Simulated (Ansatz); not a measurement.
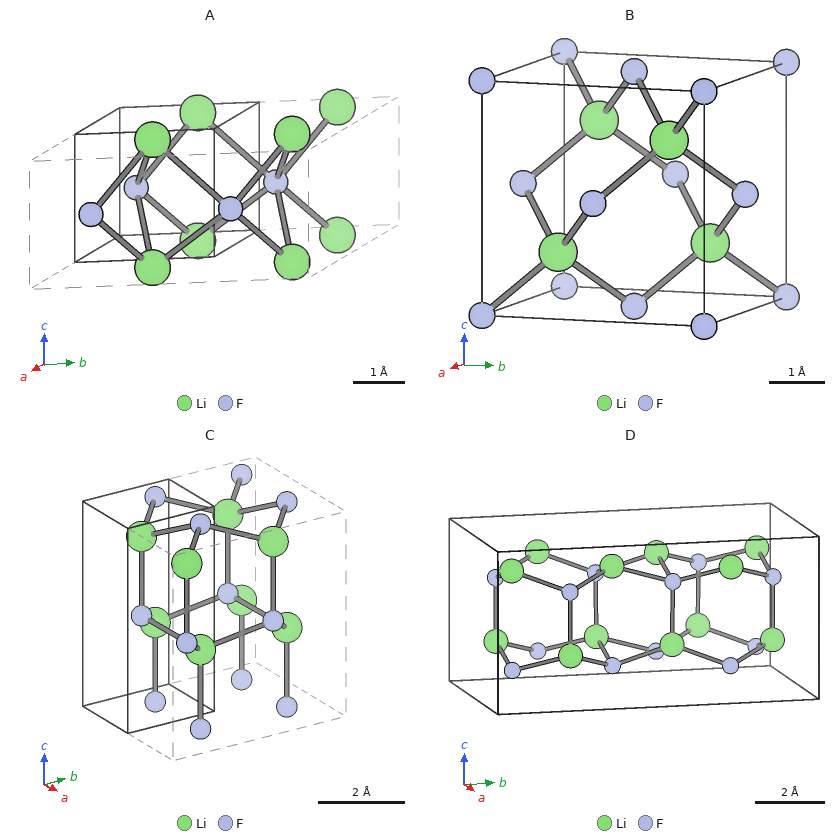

Four structures of LiF, each relaxed to rest (conventional cells in solid outline, small ones repeated, each panel with its own scale). Method: DFT PBE, scalar-relativistic, plane waves, PAW (Ansatz), without spin polarisation.

### Give the type and space group of each panel.

A: tungsten carbide (WC) type, P-6m2; B: zinc blende (sphalerite type), F-43m; C: wurtzite, P6_3mc; D: 24 atoms a cell on a base-centred orthorhombic lattice, Aem2.

### Which of these is lowest in energy, and how far above it do the others lie?

C, then B (+11 meV/atom), D (+28 meV/atom) and A (+131 meV/atom), energies at zero smearing.

### Collect the results in a table.

| panel | structure | E − E(lowest) (meV/atom) | volume (Å³/atom) | gap (eV) |
| --- | --- | --- | --- | --- |
| C | P6_3mc | 0 | 10.4 | 7.60 |
| B | F-43m | 11 | 10.4 | 7.65 |
| D | Aem2 | 28 | 11.0 | 7.24 |
| A | P-6m2 | 131 | 8.8 | 7.74 |

Some of these may be structure types tried for this composition rather than known phases, and the most stable form need not be among them. Gaps are taken on the k-mesh or band path of each run.
